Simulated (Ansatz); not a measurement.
# Calculations on WS₂ and related structures

### Relaxation

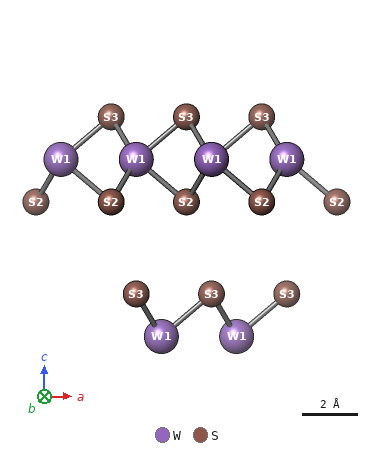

This is the input geometry for a relaxation of solid WS2 (set up in R3m). The picture is a ball-and-stick view of the atoms within 5.8 Å of the atom that moves most (axes of the conventional cell (3 times the calculation's cell)), seen along the b axis. Lengths and directions refer to the drawn axes.

Computed with Ansatz 0.2.0, DFT PBE, scalar-relativistic, plane waves, PAW.

Input
```yaml
crystal:
  lattice:
    - [1.5924332554, 0.9193917687, 6.4898005779]
    - [-1.5924332554, 0.9193917687, 6.4898005779]
    - [0.0, -1.8387835373, 6.4898005779]
  atoms:
    - { symbol: W, position: [0.00066787, 0.00066787, 0.00066787] }
    - { symbol: S, position: [0.41411232, 0.41411232, 0.41411232] }
    - { symbol: S, position: [0.25391981, 0.25391981, 0.25391981] }
basis:
  ecutwfc: 420
kpoints:
  mp_grid: { grid: [12, 12, 12] }
hamiltonian:
  xc: pbe
scf:
  occupations: { method: gaussian, width: 0.02 }
output:
  forces: true
  stress: true
  eigenvalues: true
relax:
  adjacent_minimum: "off"
  f_tol: 0.005
  max_steps: 80
  cell: { stress_tol: 0.05 }
```

Command:
```bash
ansatz run input.yaml --threads 4 --pin off --max-ram 8192MiB --backend cpu --events-out ev --progress --plain --runs-dir out
```

What does the optimiser find from here?

Answer. The energy falls by 7.1 meV per atom in 10 accepted moves (12 points after the start). The largest force component goes from 0.2 to 0.00078 eV/Å. The pressure goes from 1.79 to 0.00 GPa. At 2 points the geometry stayed and the basis and grid were re-selected for the new cell (energy shift of 0.6 meV per atom at most each time). The largest moves relative to the cell, 0.23 Å, are those of S2 and S3. S2 goes along +c. W stays in place. The volume changes by +15.4 %, with a = b 3.185 → 3.188 Å (+0.1 %), c 19.469 → 22.423 Å (+15.2 %). Near-neighbour distances that change, for instance: W1–S2 2.411 → 2.420 Å. The space group stays R3m (No. 160). Cost: 2.1 min on 4 threads of Arm Neoverse N1, on a shared host, peak memory 0.57 GiB.

History of the run:

| step | E − E(0), meV/atom | largest force component, eV/Å | pressure, GPa | volume, Å³/atom | note |
| --- | --- | --- | --- | --- | --- |
| 0 | 0.00 | 0.2049 | 1.79 | 19.003 |  |
| 1 | -3.46 | 0.0559 | -0.17 | 19.596 |  |
| 2 | -5.13 | 0.0269 | -0.08 | 20.093 |  |
| 3 | -6.07 | 0.0502 | 0.39 | 20.740 |  |
| 4 | -6.21 | 0.0072 | -0.05 | 21.044 |  |
| 5 | -6.22 | 0.0211 | -0.01 | 21.124 |  |
| 6 | -6.23 | 0.0003 | 0.00 | 21.167 |  |
| 7 | -6.88 | 0.0008 | 0.03 | 21.167 | same geometry, new basis |
| 8 | -6.96 | 0.0163 | 0.12 | 21.482 |  |
| 9 | -6.97 | 0.0135 | 0.07 | 21.783 |  |
| 10 | -6.97 | 0.0007 | 0.00 | 21.823 |  |
| 11 | -6.95 | 0.0010 | 0.01 | 21.926 |  |
| 12 | -7.08 | 0.0008 | 0.00 | 21.926 | same geometry, new basis |

After the run, drawn alike:

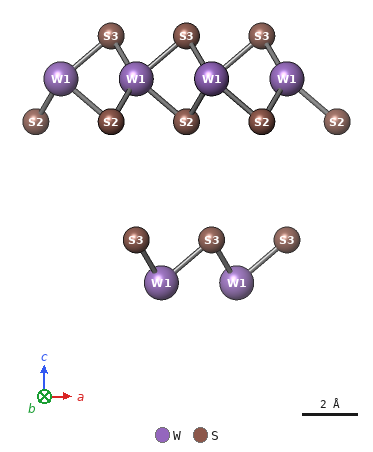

### Relaxation

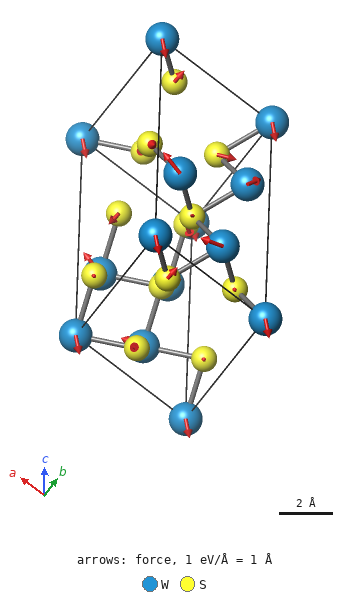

Starting geometry of a defect cell of composition W$_{2}$S$_{5}$ with the computed forces as red arrows. Style: ball-and-stick. Shown: the cell of the calculation, from a free direction.

Case: W vacancy (site a), charge +0, atoms relaxed at the host's cell.

The calculation used Ansatz 0.2.0, DFT PBE, scalar-relativistic, plane waves, PAW.

Input file:
```yaml
crystal:
  lattice:
    - [0.0, -5.5213404984, 0.0]
    - [0.0, -1.8404468328, 7.4744429926]
    - [-7.9693685575, -2.7606702492, 0.0]
  atoms:
    - { symbol: W, position: [0.7993225527, 0.0020323419, 0.4] }
    - { symbol: W, position: [0.1993225527, 0.0020323419, 0.6] }
    - { symbol: W, position: [0.3993225527, 0.0020323419, 0.2] }
    - { symbol: W, position: [0.9993225527, 0.0020323419, 0.0] }
    - { symbol: S, position: [0.1959256669, 0.2122229993, 0.8], spin: 0.333 }
    - { symbol: S, position: [0.3959256669, 0.2122229993, 0.4] }
    - { symbol: S, position: [0.7959256669, 0.2122229993, 0.6], spin: 0.333 }
    - { symbol: S, position: [0.9959256669, 0.2122229993, 0.2] }
    - { symbol: S, position: [0.5959256669, 0.2122229993, 0.0], spin: 0.333 }
    - { symbol: S, position: [0.3360517804, 0.7918446588, 0.8], spin: 0.333 }
    - { symbol: S, position: [0.5360517804, 0.7918446588, 0.4] }
    - { symbol: S, position: [0.9360517804, 0.7918446588, 0.6], spin: 0.333 }
    - { symbol: S, position: [0.1360517804, 0.7918446588, 0.2] }
    - { symbol: S, position: [0.7360517804, 0.7918446588, 0.0], spin: 0.333 }
  host:
    lattice:
      - [1.5938737115, 0.9202234164, 7.4744429926]
      - [-1.5938737115, 0.9202234164, 7.4744429926]
      - [0.0, -1.8404468328, 7.4744429926]
    atoms:
      - { symbol: W, position: [0.0006774473, 0.0006774473, 0.0006774473] }
      - { symbol: S, position: [0.4040743331, 0.4040743331, 0.4040743331] }
      - { symbol: S, position: [0.2639482196, 0.2639482196, 0.2639482196] }
basis:
  ecutwfc: 420
  xc_grid: 2
kpoints:
  mp_grid: { grid: [3, 2, 3], shift: [0.0, 0.5, 0.0] }
hamiltonian:
  xc: pbe
scf:
  occupations: { method: gaussian, width: 0.01 }
output:
  forces: true
  stress: false
  eigenvalues: true
  populations: true
  charged_corrections: { defect_position: [0.59932255, 0.00203234, 0.8] }
  write_density: true
  write_potential: true
  elf: true
  volumetric_format: npy
magnetization:
  spin_polarized: true
relax:
  adjacent_minimum: "off"
  f_tol: 0.025
  max_steps: 45
```

Launched with:
```bash
ansatz run input.yaml --threads 4 --pin off --max-ram 8192MiB --backend cpu --events-out ev --progress --plain --runs-dir out
```

**What follows when this structure is relaxed?**

It isn't relaxed: the largest force vector, on W atoms, is 1.05 eV/Å. The final displacements follow the starting forces only in part (cosine between the two patterns 0.61). Over 5 geometry steps the energy falls by 0.293 eV per cell of the calculation. The largest force component goes from 0.99 to 0.0049 eV/Å. The largest move is that of S10, 0.17 Å along −a. By element the largest moves are S 0.17 Å, W 0.09 Å. The lattice vectors keep their values. Near-neighbour distances that change, for instance: W1–W2 3.188 → 3.328 Å, W1–W2 (another image) 3.188 → 3.068 Å, W1–S12 2.420 → 2.361 Å, W2–S10 2.420 → 2.382 Å. Among the angles between lasting bonds that change: W1–S6–W2 82.4° → 86.6°, S7–W1–S12 81.0° → 84.1°, S6–W1–S7 82.4° → 80.1°.

Limits of the set-up: the k-point mesh is coarse for a cell with partly filled bands; the periodic images lie only 5.5 Å apart, so the values are limited by the cell's size.

### Defect

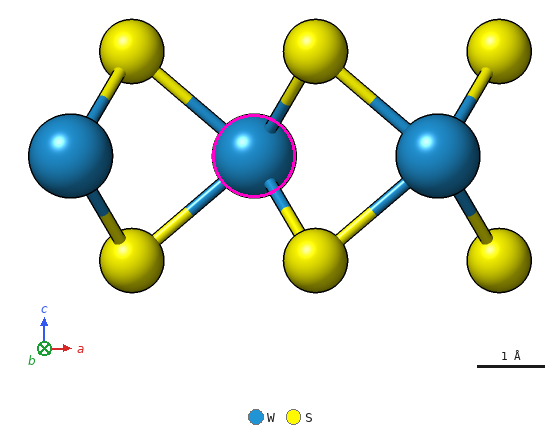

Perfect WS₂. Style: ball-and-stick. Shown: the atoms within 4.3 Å of one point, in a slice 5.0 Å thick across the line of sight, along the b axis.

The calculation used DFT PBE, scalar-relativistic, plane waves, PAW (Ansatz 0.2.0). (plane-wave cutoff 420 eV; k-point mesh 3 × 2 × 3; occupations gaussian; smearing width 0.01 eV; mesh shifted by (0, 0.5, 0); collinear spin) The cell is small and the k-mesh coarse, so the numbers are rough. The axes drawn are those of the host's conventional cell.

A tungsten atom is taken out (a vacancy) at the ringed place, in charge state 0. The supercell has 15 sites, and the atoms are relaxed at the host's cell.

> Predict the relaxed surroundings of the defect.

Around the empty W site the host had 6 S at 2.42 Å; after relaxation the nearest atoms are 6 S at 2.46 to 2.57 Å. Of the host's atoms, a sulfur atom moves furthest from its site, by 0.17 Å. Relaxing the atoms from the host's sites lowers the energy by 0.29 eV. At a tolerance of 0.02 Å the relaxed supercell has space group Cm.

The relaxed defect, seen from the same direction:

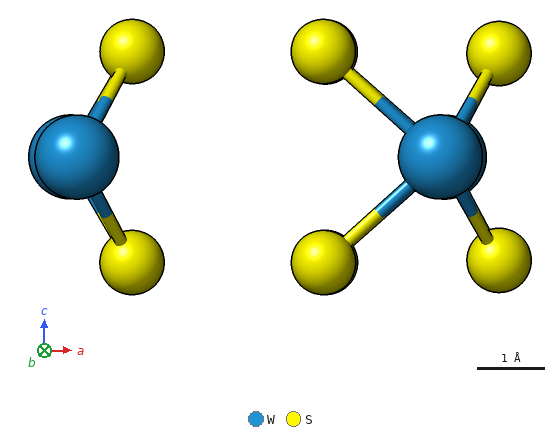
